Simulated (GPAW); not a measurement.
## Collinear magnetic orders of zigzag V chain, bond 2.959 A with GPAW

A self-consistent run ends on one state, which hangs on the start. Several orders of zigzag V chain, bond 2.959 A are started in GPAW and their energies compared.

Calculated with GPAW 26.7.0; revPBE; plane waves with GPAW's PAW setups, scalar-relativistic.

**1. The starting structure**

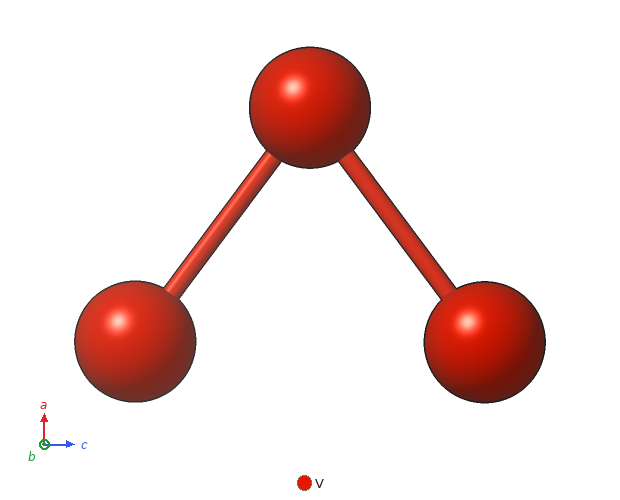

The starting structure, seen from the side, with the c axis across the page (vanadium red). Some periodic images of atoms are drawn too.

The cell holds 2 atoms: 2 V. Cell: a = 12.000 Å, b = 12.000 Å, c = 3.551 Å, α = 90.0°, β = 90.0°, γ = 90.0°. model lattice. Vacuum lies along a and b. The structure's axis is c.

**2. Start 1: ferro ++**

Parallel moments need no larger cell; this start tests for a ferromagnetic state only.

The input, order1.py:

```python
import json
import numpy as np
from ase import Atoms
from ase.parallel import paropen, parprint
from gpaw import GPAW

atoms = Atoms(['V', 'V'],
    cell=[[12.0, 0.0, 0.0],
         [0.0, 12.0, 0.0],
         [0.0, 0.0, 3.5508]],
    scaled_positions=[[0.40136667, 0.5, 0.0],
         [0.59863333, 0.5, 0.5]],
    pbc=True,
    magmoms=[1.5, 1.5])
atoms.calc = GPAW(mode={'name': 'pw', 'ecut': 550},
    xc='revPBE',
    kpts={'size': (1, 1, 8), 'gamma': True},
    occupations={'name': 'methfessel-paxton', 'width': 0.1},
    convergence={'density': 1e-05, 'energy': 1e-05},
    maxiter=200,
    mixer={'name': 'pulay', 'beta': 0.1, 'nmaxold': 8, 'weight': 100},
    symmetry={'tolerance': 1e-4},
    txt='order1.txt')
e = atoms.get_potential_energy(force_consistent=True)
res = {'free_energy': e, 'energy_sigma0': atoms.get_potential_energy(), 'fermi_energy': atoms.calc.get_fermi_level()}
res['moments'] = atoms.get_magnetic_moments().tolist()
res['total'] = atoms.get_magnetic_moment()
parprint('site moments (muB):', np.round(res['moments'], 3))
parprint(f"total moment: {res['total']:.3f} muB")
parprint(f'free energy: {e:.6f} eV')
atoms.calc.write('order1.gpw')
with paropen('results.json', 'w') as f:
    json.dump(res, f)
```

On the command line:

```sh
> OMP_NUM_THREADS=1 python3 order1.py > order1.log
```

The log of the run:

```text
site moments (muB): [2.957 2.957]
total moment: 8.238 muB
free energy: -9.348529 eV

--- order1.txt ---
Input parameters:
  mode=PW(ecut=550),
  convergence={'density': 1e-05, 'energy': 1e-05},
  kpts=MonkhorstPack(size=(1, 1, 8), gamma=True),
  maxiter=200,
  mixer=Pulay(name='pulay', nmaxold=8, beta=0.1, weight=100, sigma=0.015, g_ss=None),
  occupations=Occupations(name='methfessel-paxton', width=0.1),
  symmetry=Symmetry(tolerance=0.0001),
  xc=XC(name='revPBE')

Diagonalizing LCAO Hamiltonian
Converting LCAO to pw mode
        .----------------------------.
       /|                            |
      / |                            |
     /  |                            |
    /   .----------------------------.
   /   /                            /
  /   /               V            /
 *   /                            /
 |  /           V                /
 | /                            /
 |/                            /
 *----------------------------*

Atoms  # Å, Bohr magnetons
|   | symbol |        x |        y |        z |    initial magnetic moments |
|---|--------|----------|----------|----------|-----------------------------|
| 0 |      V | 4.816400 | 6.000000 | 0.000000 | ( 0.0000,  0.0000,  1.5000) |
| 1 |      V | 7.183600 | 6.000000 | 1.775400 | ( 0.0000,  0.0000,  1.5000) |

Unit cell  # Å
| periodic |         x |         y |        z |   lengths |    angles |
|----------|-----------|-----------|----------|-----------|-----------|
|      yes | 12.000000 |  0.000000 | 0.000000 | 12.000000 | 90.000000 |
|      yes |  0.000000 | 12.000000 | 0.000000 | 12.000000 | 90.000000 |
|      yes |  0.000000 |  0.000000 | 3.550800 |  3.550800 | 90.000000 |

Number of symmetries: 4

BZ-sampling:
  Number of BZ points: 8
  Number of IBZ points: 5

  Monkhorst-Pack size: [1, 1, 8]
  Monkhorst-Pack shift: [0.0, 0.0, 0.0625]

K-points  # in reciprocal-cell coordinates
|   |                                coordinates |     weight |
|---|--------------------------------------------|------------|
| 0 | (  0.00000000,   0.00000000,   0.00000000) | 0.12500000 |
| 1 | (  0.00000000,   0.00000000,   0.12500000) | 0.25000000 |
| 2 | (  0.00000000,   0.00000000,   0.25000000) | 0.25000000 |
| 3 | (  0.00000000,   0.00000000,   0.37500000) | 0.25000000 |
| 4 | (  0.00000000,   0.00000000,   0.50000000) | 0.12500000 |

Plane wave coefficients: 15038
Cutoff: 550.0 eV

Spin-components: 2 (collinear spins)
Bands:           22
Projectors:      12
Spin-degeneracy: 1
Datatype:        complex128

Parallelization:
  kpt:    1
  domain: 1
  band:   1

Density:
  Valence electrons: 26.0
  Components: 2
  Grid points: [70 70 20]
  Charge: 0.0  # |e|

Potential:
  Grid points: [70 70 20]

species:
  V:
    name:    Vanadium
    Z:       23.0
    valence: 13
    core:    10
    charge:  0.0  # [|e|]
    compensation charges:
      type: gauss
      rc: 0.37  # [Å]
      lmax: 2
    cutoffs:
      filter: 2.14  # [Å]
      core: 0.96  # [Å]
    projectors
    | kind |    occ | energy [eV] | rcut [Å] |
    |------|--------|-------------|----------|
    |   3s |  2.000 |     -70.282 |    1.254 |
    |   4s |  2.000 |      -4.656 |    1.254 |
    |   3p |  6.000 |     -44.052 |    1.281 |
    |   4p |  0.000 |      -1.427 |    1.281 |
    |   3d |  3.000 |      -5.113 |    1.169 |
    |    d |        |      22.099 |    1.169 |

    Using partial waves for V as LCAO basis

Reference energy: -51648.053902  # eV

eigensolver:
  PPCG
  Converge bands: occupied
  niter=2

density mixing:
  Pulay-Mixer
  Linear mixing parameters: 0.1
  Old densities: 8
  Fourier metric: weight=100, sigma=0.015

occupation numbers:
  Methfessel-Paxton:
    width: 0.1000  # eV
    order: 0

poisson solver:
  ecut: 4400.0  # eV

xc functional:
  name: revPBE with 2 nearest neighbor stencil

convergence criteria:
- Maximum integral of absolute [dens]ity change: 1e-05 electrons / valence electron
- Maximum [total energy] change in last 3 cyles: 1e-05 eV / valence electron
- Maximum integral of absolute [eigenst]ate change: 4e-08 eV^2 / valence electron
maximum number of iterations: 200

SCF iterations
|iter     |      energy | eigst |  dens |  magmom |
|---------|-------------|-------|-------|---------|
|iter:   1|       0s |   -9.139350 | +0.25 |       |  +3.0111|
|iter:   2|       5s |   -8.506423 | -0.88 | -0.65 |  +3.3079|
|iter:   3|      10s |   -8.416893 | -0.77 | -0.75 |  +3.9917|
|iter:   4|      15s |   -8.491800 | -1.24 | -0.94 |  +4.0876|
|iter:   5|      19s |   -8.621745 | -1.82 | -0.88 |  +4.5338|
|iter:   6|      24s |   -8.770190 | -2.03 | -0.95 |  +4.9103|
|iter:   7|      28s |   -9.236784 | -1.57 | -1.01 |  +6.7847|
|iter:   8|      33s |   -9.269660 | -2.71 | -1.36 |  +7.0520|
|iter:   9|      38s |   -9.279065 | -2.62 | -1.41 |  +7.2800|
|iter:  10|      43s |   -9.298783 | -3.02 | -1.60 |  +7.5466|
[... 16 iterations left out ...]
|iter:  27|     121s |   -9.331604c| -6.62 | -3.78 |  +8.2374|
|iter:  28|     126s |   -9.331610c| -7.15 | -4.03 |  +8.2374|
|iter:  29|     130s |   -9.331608c| -7.61c| -4.16 |  +8.2369|
|iter:  30|     135s |   -9.331621c| -6.98 | -4.18 |  +8.2378|
|iter:  31|     138s |   -9.331622c| -7.66c| -4.39 |  +8.2377|
|iter:  32|     141s |   -9.331624c| -7.58c| -4.46 |  +8.2378|
|iter:  33|     145s |   -9.331629c| -7.40c| -4.54 |  +8.2379|
|iter:  34|     148s |   -9.331629c| -8.23c| -4.69 |  +8.2379|
|iter:  35|     150s |   -9.331629c| -7.85c| -4.71 |  +8.2379|
|iter:  36|     153s |   -9.331629c| -7.92c| -5.01c|  +8.2380|

Converged in 36 steps
Energy contributions relative to reference atoms: (reference = -51648.053902)

Energy contributions:
  Kinetic:          -6.814319
  Coulomb:          11.207585
  Zero:              0.125726
  External:          0.000000
  Xc:              -13.833721
  Entropy:          -0.033800
  Spinorbit:         0.000000
  ----------------------------
  Free energy:      -9.348529
  Extrapolated:     -9.331629

dipole moment: (0.000000, 0.000000, -8.286066)  # |e|*Ang

Total magnetic moment: (0.000000, 0.000000, 8.237951)

Local magnetic moments
|        x |        y |        z |
|----------|----------|----------|
| 0.000000 | 0.000000 | 2.957467 |  # V    0
| 0.000000 | 0.000000 | 2.957467 |  # V    1

Fermi level: -2.637
Eigenvalues  # (at kpt = [0.000, 0.000, 0.000])
| band index |      eig [eV] | occ [0-1] |      eig [eV] | occ [0-1] |
|------------|---------------|-----------|---------------|-----------|
|          0 |       -67.649 |     1.000 |       -64.644 |     1.000 |
|        ... |               |           |               |           |
|          6 |       -41.430 |     1.000 |       -38.322 |     1.000 |
|          7 |       -41.413 |     1.000 |       -38.303 |     1.000 |
|          8 |        -6.197 |     1.000 |        -4.512 |     1.000 |
|          9 |        -4.615 |     1.000 |        -2.520 |     0.049 |
|         10 |        -3.552 |     1.000 |        -1.312 |     0.000 |
|         11 |        -3.528 |     1.000 |        -1.108 |     0.000 |
|         12 |        -3.483 |     1.000 |        -0.771 |     0.000 |
|         13 |        -3.105 |     1.000 |        -0.706 |     0.000 |
|         14 |        -2.887 |     1.000 |        -0.444 |     0.000 |
|         15 |        -2.849 |     0.999 |        -0.330 |     0.000 |
|         16 |        -2.754 |     0.950 |        -0.265 |     0.000 |
|         17 |        -2.736 |     0.918 |         0.043 |     0.000 |
|         18 |        -2.405 |     0.000 |         0.139 |     0.000 |
|         19 |        -2.181 |     0.000 |         0.238 |     0.000 |
|         20 |        -1.824 |     0.000 |         0.452 |     0.000 |
|         21 |        -1.320 |     0.000 |         0.757 |     0.000 |

No gap
No difference between direct/indirect transitions
```

Wall time 2.7 min (1 MPI rank of Intel Xeon Platinum 8259CL at 2.50GHz (Skylake/Cascade Lake), shared host); peak memory 0.42 GiB.

Spin moment in the augmentation sphere by atom:

```csv
atom,spin moment in the augmentation sphere (μB)
V1,2.96
V2,2.96
```

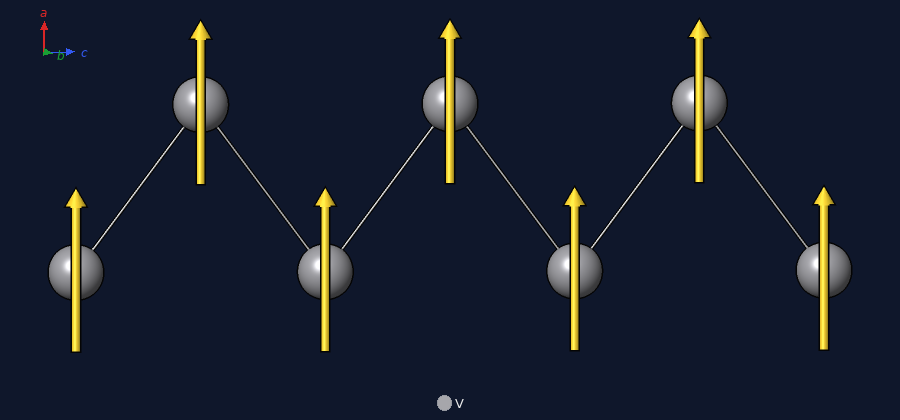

Spin moment in the augmentation sphere as arrows, the longest 2.96 μB. Up and down stand for the sign. Arrows give size and sign along the axis of quantisation, drawn up and down the page. 1×1×3 cells are drawn. Some periodic images of atoms are drawn too.

This step gave:

* magnetization: 8.238 μB
* final state: ferromagnetic

After 36 cycles the largest moment stands at 2.96 μB.

**3. Run 2 (antiferro +-)**

An opposed order shows whether the pairs that it reverses prefer unlike signs.

order2.py is the script of step 2 with these lines changed:

```diff
@@ -13,3 +13,3 @@
     pbc=True,
-    magmoms=[1.5, 1.5])
+    magmoms=[1.5, -1.5])
 atoms.calc = GPAW(mode={'name': 'pw', 'ecut': 550},
@@ -22,3 +22,3 @@
     symmetry={'tolerance': 1e-4},
-    txt='order1.txt')
+    txt='order2.txt')
 e = atoms.get_potential_energy(force_consistent=True)
@@ -30,3 +30,3 @@
 parprint(f'free energy: {e:.6f} eV')
-atoms.calc.write('order1.gpw')
+atoms.calc.write('order2.gpw')
 with paropen('results.json', 'w') as f:
```

On the command line:

```sh
> OMP_NUM_THREADS=1 python3 order2.py > order2.log
```

The log of the run:

```text
site moments (muB): [ 2.791 -2.791]
total moment: -0.000 muB
free energy: -9.530634 eV

--- order2.txt ---
Input parameters:
  mode=PW(ecut=550),
  convergence={'density': 1e-05, 'energy': 1e-05},
  kpts=MonkhorstPack(size=(1, 1, 8), gamma=True),
  maxiter=200,
  mixer=Pulay(name='pulay', nmaxold=8, beta=0.1, weight=100, sigma=0.015, g_ss=None),
  occupations=Occupations(name='methfessel-paxton', width=0.1),
  symmetry=Symmetry(tolerance=0.0001),
  xc=XC(name='revPBE')

Diagonalizing LCAO Hamiltonian
Converting LCAO to pw mode
        .----------------------------.
       /|                            |
      / |                            |
     /  |                            |
    /   .----------------------------.
   /   /                            /
  /   /               V            /
 *   /                            /
 |  /           V                /
 | /                            /
 |/                            /
 *----------------------------*

Atoms  # Å, Bohr magnetons
|   | symbol |        x |        y |        z |    initial magnetic moments |
|---|--------|----------|----------|----------|-----------------------------|
| 0 |      V | 4.816400 | 6.000000 | 0.000000 | ( 0.0000,  0.0000,  1.5000) |
| 1 |      V | 7.183600 | 6.000000 | 1.775400 | ( 0.0000,  0.0000, -1.5000) |

Unit cell  # Å
| periodic |         x |         y |        z |   lengths |    angles |
|----------|-----------|-----------|----------|-----------|-----------|
|      yes | 12.000000 |  0.000000 | 0.000000 | 12.000000 | 90.000000 |
|      yes |  0.000000 | 12.000000 | 0.000000 | 12.000000 | 90.000000 |
|      yes |  0.000000 |  0.000000 | 3.550800 |  3.550800 | 90.000000 |

Number of symmetries: 4

BZ-sampling:
  Number of BZ points: 8
  Number of IBZ points: 5

  Monkhorst-Pack size: [1, 1, 8]
  Monkhorst-Pack shift: [0.0, 0.0, 0.0625]

Plane wave coefficients: 15038
Cutoff: 550.0 eV

Spin-components: 2 (collinear spins)
Bands:           20
Projectors:      12
Spin-degeneracy: 1
Datatype:        complex128

Parallelization:
  kpt:    1
  domain: 1
  band:   1

Density:
  Valence electrons: 26.0
  Components: 2
  Grid points: [70 70 20]
  Charge: 0.0  # |e|

Potential:
  Grid points: [70 70 20]

[... setups left out ...]
Reference energy: -51648.053902  # eV

eigensolver:
  PPCG
  Converge bands: occupied
  niter=2

density mixing:
  Pulay-Mixer
  Linear mixing parameters: 0.1
  Old densities: 8
  Fourier metric: weight=100, sigma=0.015

occupation numbers:
  Methfessel-Paxton:
    width: 0.1000  # eV
    order: 0

poisson solver:
  ecut: 4400.0  # eV

xc functional:
  name: revPBE with 2 nearest neighbor stencil

convergence criteria:
- Maximum integral of absolute [dens]ity change: 1e-05 electrons / valence electron
- Maximum [total energy] change in last 3 cyles: 1e-05 eV / valence electron
- Maximum integral of absolute [eigenst]ate change: 4e-08 eV^2 / valence electron
maximum number of iterations: 200

SCF iterations
|iter     |      energy | eigst |  dens |  magmom |
|---------|-------------|-------|-------|---------|
|iter:   1|       0s |   -9.769643 | +0.23 |       |  +0.0000|
|iter:   2|       4s |   -9.067526 | -0.71 | -0.65 |  +0.0000|
|iter:   3|       9s |   -8.787679 | -0.47 | -0.74 |  -0.0000|
|iter:   4|      13s |   -8.847627 | -1.22 | -0.98 |  +0.0000|
|iter:   5|      17s |   -9.056575 | -1.23 | -0.91 |  -0.0000|
|iter:   6|      21s |   -9.205799 | -1.93 | -1.07 |  +0.0000|
|iter:   7|      26s |   -9.435224 | -1.59 | -1.18 |  -0.0000|
|iter:   8|      30s |   -9.463216 | -2.42 | -1.49 |  +0.0000|
|iter:   9|      34s |   -9.498401 | -2.12 | -1.62 |  -0.0000|
|iter:  10|      38s |   -9.499469 | -3.05 | -2.08 |  +0.0001|
[... 17 iterations left out ...]
|iter:  28|     114s |   -9.502794c| -7.09 | -4.14 |  -0.0000|
|iter:  29|     117s |   -9.502797c| -7.52c| -4.32 |  -0.0000|
|iter:  30|     122s |   -9.502805c| -7.20 | -4.46 |  -0.0000|
|iter:  31|     124s |   -9.502808c| -7.46c| -4.43 |  -0.0000|
|iter:  32|     126s |   -9.502808c| -7.58c| -4.72 |  -0.0000|
|iter:  33|     128s |   -9.502811c| -7.71c| -4.80 |  -0.0000|
|iter:  34|     131s |   -9.502810c| -7.86c| -4.78 |  -0.0000|
|iter:  35|     133s |   -9.502811c| -8.23c| -4.79 |  -0.0000|
|iter:  36|     135s |   -9.502809c| -7.67c| -4.80 |  -0.0000|
|iter:  37|     138s |   -9.502810c| -7.99c| -5.06c|  -0.0000|

Converged in 37 steps
Energy contributions relative to reference atoms: (reference = -51648.053902)

Energy contributions:
  Kinetic:          -9.687362
  Coulomb:          13.534258
  Zero:              0.136897
  External:          0.000000
  Xc:              -13.458778
  Entropy:          -0.055648
  Spinorbit:         0.000000
  ----------------------------
  Free energy:      -9.530634
  Extrapolated:     -9.502810

dipole moment: (-0.000000, 0.000000, -8.283537)  # |e|*Ang

Total magnetic moment: (0.000000, 0.000000, -0.000001)

Local magnetic moments
|        x |        y |         z |
|----------|----------|-----------|
| 0.000000 | 0.000000 |  2.790702 |  # V    0
| 0.000000 | 0.000000 | -2.790702 |  # V    1

Fermi level: -2.609
Eigenvalues  # (at kpt = [0.000, 0.000, 0.000])
| band index |      eig [eV] | occ [0-1] |      eig [eV] | occ [0-1] |
|------------|---------------|-----------|---------------|-----------|
|          0 |       -67.234 |     1.000 |       -67.234 |     1.000 |
|        ... |               |           |               |           |
|          4 |       -41.079 |     1.000 |       -41.079 |     1.000 |
|          5 |       -38.407 |     1.000 |       -38.407 |     1.000 |
|          6 |       -38.229 |     1.000 |       -38.229 |     1.000 |
|          7 |       -38.180 |     1.000 |       -38.180 |     1.000 |
|          8 |        -5.230 |     1.000 |        -5.230 |     1.000 |
|          9 |        -3.468 |     1.000 |        -3.468 |     1.000 |
|         10 |        -2.992 |     1.000 |        -2.992 |     1.000 |
|         11 |        -2.852 |     1.000 |        -2.852 |     1.000 |
|         12 |        -2.573 |     0.306 |        -2.573 |     0.306 |
|         13 |        -2.318 |     0.000 |        -2.318 |     0.000 |
|         14 |        -2.212 |     0.000 |        -2.212 |     0.000 |
|         15 |        -1.501 |     0.000 |        -1.501 |     0.000 |
|         16 |        -0.740 |     0.000 |        -0.740 |     0.000 |
|         17 |        -0.349 |     0.000 |        -0.349 |     0.000 |
|         18 |        -0.172 |     0.000 |        -0.172 |     0.000 |
|         19 |        -0.060 |     0.000 |        -0.060 |     0.000 |

No gap
No difference between direct/indirect transitions
```

Wall time 2.4 min (1 MPI rank); peak memory 0.42 GiB.

Spin moment in the augmentation sphere by atom:

```csv
atom,spin moment in the augmentation sphere (μB)
V1,2.79
V2,-2.79
```

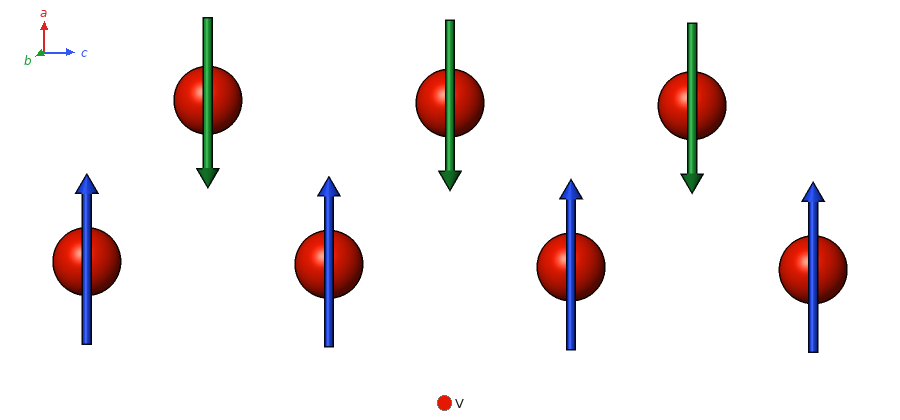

Spin moment in the augmentation sphere as arrows, the longest 2.79 μB. Up and down stand for the sign. Arrows give size and sign along the axis of quantisation, drawn up and down the page. The two directions have two colours. 1×1×3 cells are drawn. Some periodic images of atoms are drawn too.

Read from the output:

```
magnetization : 0 μB
final state   : antiferromagnetic
```

It lies 91.1 meV a seeded atom under the first start, and its largest moment is 2.79 μB against 2.96 μB.

(Part 1 of 2 ends here.)

[Logs and program files are shortened in this print: banners, set-up blocks, solver, clock and traceback lines can be left out without a mark of their own.]

[Logs are printed without paths, hosts, clocks, repeated set-up lines and the standing remarks that a program may print on its own settings, such as how far it seeks lower states.]

[Hosts, paths, dates, database ids (printed as entryN), source tags and the programs' standing remarks are cut or masked in the printed files.]

[Where a cell is said to come from a database of computed structures, the database is the Materials Project.]
